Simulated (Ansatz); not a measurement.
## SnO: 7 runs along one coordinate

System: SnO (4 atoms in the cell).
Method: DFT LDA, scalar-relativistic, plane waves, PAW, no spin polarisation (Ansatz 0.2.0).

The 7 runs differ only in the geometry, by a strain of the cell at fixed fractional positions. Against run 4, the strain is εzz = η. The structure derives from an entry of the Crystallography Open Database.

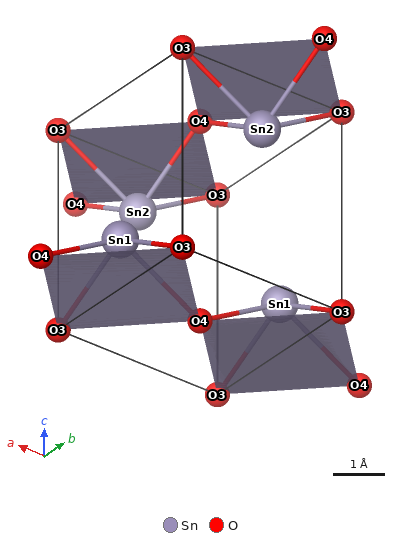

Figure 1. The structure of run 4 (polyhedral view of the cell of the calculation, seen at an oblique angle; polyhedra are completed across the faces of the cell; atoms are numbered from 1 in the order of the input).

### Input of run 4
```yaml
crystal:
  lattice:
    - [4.0306, 0.0, 0.0]
    - [0.0, 4.0306, 0.0]
    - [0.0, 0.0, 4.6553197995]
  atoms:
    - { symbol: Sn, position: [0.0, 0.5, 0.2457459271] }
    - { symbol: Sn, position: [0.5, 0.0, 0.7542540729] }
    - { symbol: O, position: [0.0, 0.0, 0.0] }
    - { symbol: O, position: [0.5, 0.5, 0.0] }
basis:
  ecutwfc: 520.0
kpoints:
  mp_grid: { grid: [10, 10, 8] }
hamiltonian:
  xc: lda
scf:
  occupations: { method: gaussian, width: 0.15 }
output:
  forces: true
  stress: true
  eigenvalues: true
```

Command:
```bash
ansatz run input.yaml --threads 1 --pin off --max-ram 2048MiB --backend cpu --events-out ev --progress --plain --runs-dir out
```

Run 6 differs from it as follows:
```diff
-    - [0.0, 0.0, 4.6553197995]
+    - [0.0, 0.0, 5.0277]
```

### Results, with one run withheld

| run | strain parameter η (%) | free energy per atom, from the lowest run given (meV) | pressure (GPa) | gap on the mesh (eV) |
| --- | --- | --- | --- | --- |
| 1 | −11.9996 | 8.47 | −3.98 | 0.68 |
| 2 | −7.9999 | 0.00 | −6.93 | 0.65 |
| 3 | −4.0002 | 8.45 | −9.34 | 0.62 |
| 4 | 0.0000 | 32.94 | −11.31 | 0.55 |
| 5 | 3.9993 | 72.55 | −12.91 | 0.49 |
| 6 | 7.9990 | ? | ? | ? |
| 7 | 12.0009 | 193.34 | −15.21 | 0.41 |

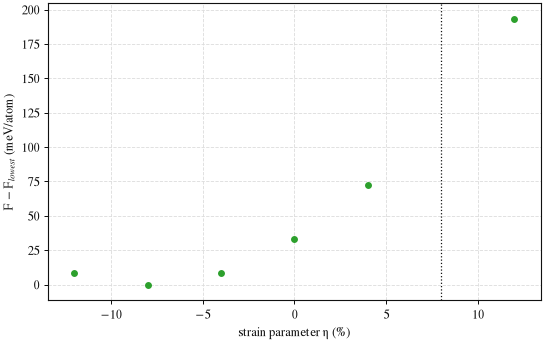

Figure 2. Free energy per atom of the runs given; the dotted line marks run 6.

Estimate the energy of run 6 from the others.

A cubic polynomial in the coordinate, fitted to the 6 runs given, misses them by at most 0.01 meV per atom. With x = η + 1.3332, it reads F = 23.064 + 6.7791 x + 0.48154 x² − 0.0024178 x³ (meV per atom). At run 6 it gives 126.30 meV per atom, and the run itself gives 126.33. The fit has its minimum at η = −8.0340 %. The gap on the mesh goes, without turning, from 0.68 eV in run 1 to 0.41 eV in run 7; run 6 has 0.45 eV. These are gaps of this functional on this mesh, which can miss the band edges; they aren't the measured gap.

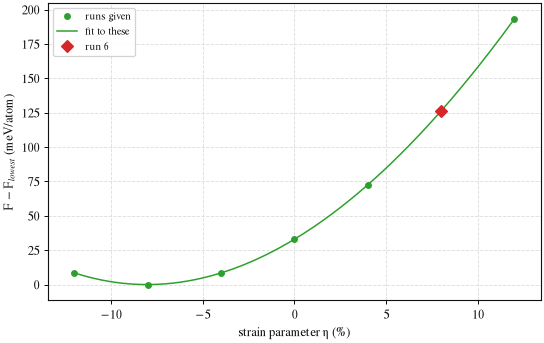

Figure 3. The fit and the withheld run.

### Output, shortened to warnings, some set-up lines, iterations and results (run 6)
```
Basis set: ecut = 520 eV, 2211 PW (Γ)
Symmetry: 16 space group operations
k-points: 105 of 800
Initial density: superposition of atomic densities (neutral atoms: chi_scale 0, normalization atom), corrected by the library's trained network
[...]
SCF iter   1: F=—  HF=-12869.059166 eV  |F-HF|=—  |Δ(HF+E_count)|=         —  Δρ=1.57e-2  dr2=2.02e-1  ethr=1.77e-3  ⟨swp⟩=5.8  Hψ=11529  notcnv=0
SCF iter   2: F=—  HF=-12869.026462 eV  |F-HF|=—  |Δ(HF+E_count)|=   3.27e-2  Δρ=9.23e-3  dr2=5.58e-2  ethr=5.06e-4  ⟨swp⟩=2.0  Hψ=4622  notcnv=0
SCF iter   3: F=—  HF=-12869.014891 eV  |F-HF|=—  |Δ(HF+E_count)|=   1.16e-2  Δρ=2.15e-3  dr2=1.96e-3  ethr=1.39e-4  ⟨swp⟩=2.0  Hψ=3320  notcnv=0
SCF iter   4: F=—  HF=-12869.014205 eV  |F-HF|=—  |Δ(HF+E_count)|=   6.87e-4  Δρ=3.53e-4  dr2=9.89e-5  ethr=4.89e-6  ⟨swp⟩=2.3  Hψ=4068  notcnv=0
SCF iter   5: F=—  HF=-12869.014185 eV  |F-HF|=—  |Δ(HF+E_count)|=   1.94e-5  Δρ=1.19e-4  dr2=1.28e-5  ethr=2.47e-7  ⟨swp⟩=3.0  Hψ=4810  notcnv=0
SCF iter   6: F=—  HF=-12869.014180 eV  |F-HF|=—  |Δ(HF+E_count)|=   4.94e-6  Δρ=2.51e-5  dr2=8.67e-7  ethr=3.20e-8  ⟨swp⟩=2.0  Hψ=4517  notcnv=0
SCF iter   7: F=-12869.014180 eV  HF=-12869.014180 eV  |F-HF|=1.22e-8  |Δ(HF+E_count)|=   1.24e-7  Δρ=7.04e-6  dr2=4.16e-8  ethr=2.50e-10  ⟨swp⟩=7.0  Hψ=12248  notcnv=0
SCF 1 converged in 7 iterations: F = -12869.014180 eV  dr2 = 4.16e-8
SCF converged after 7 iterations
Free energy (F): -12869.014180 eV
Harris-Foulkes:  -12869.014180 eV  (|F-HF|=1.22e-8)
Internal energy: -12869.014088 eV  (E = F + TS)
E sigma→0 (E₀):  -12869.014134 eV
Entropy (-TS):   -0.000092 eV (-0.023 meV/atom)
Fermi energy:    7.190338 eV
--- Per-component energies (eV) ---
  E_band       = -265.859745
  E_kinetic    = 712.022588
  E_local      = -2852.407379  (includes V_loc(G=0)·N_el)
  E_nonlocal   = 43.703914
  E_hartree    = 1494.183524
  E_xc         = -899.525920
  E_vxc        = -378.980837  (∫ρ·V_xc dr)
  E_paw        = -8280.497979  (= ΣΔE_a)
  E_vpaw       = -778.564706  (= ΣTr[D̂ρ^β])
  E_aug_tail   = 0.001450  (compensation charges beyond the density's cutoff)
  E_ewald      = -3087.537925
  E_core_change = 1.043639  (= ΣΔE_core)
  E_smearing   = -0.000092  (= −TS)
  E_closure    = 0.000000  (closes the sum)
  Σ components = -12869.014180   (vs F -12869.014180, Δ=0.00e0)
--- Forces (eV/Å), atoms counted from 1 ---
  atom   1  Sn     0.00000000     0.00000000    -2.28408456
  atom   2  Sn     0.00000000     0.00000000     2.28408456
  atom   3  O      0.00000000     0.00000000     0.00000000
  atom   4  O      0.00000000     0.00000000     0.00000000
  max |Σ_I F_I| component: 2.78e-16 eV/Å
--- Stress (GPa, compression-positive) ---
      -14.877375       0.000000       0.000000
        0.000000     -14.877375       0.000000
        0.000000       0.000000     -12.825330
  P = ⅓ Tr σ = -14.1934 GPa (-141.934 kbar)
```
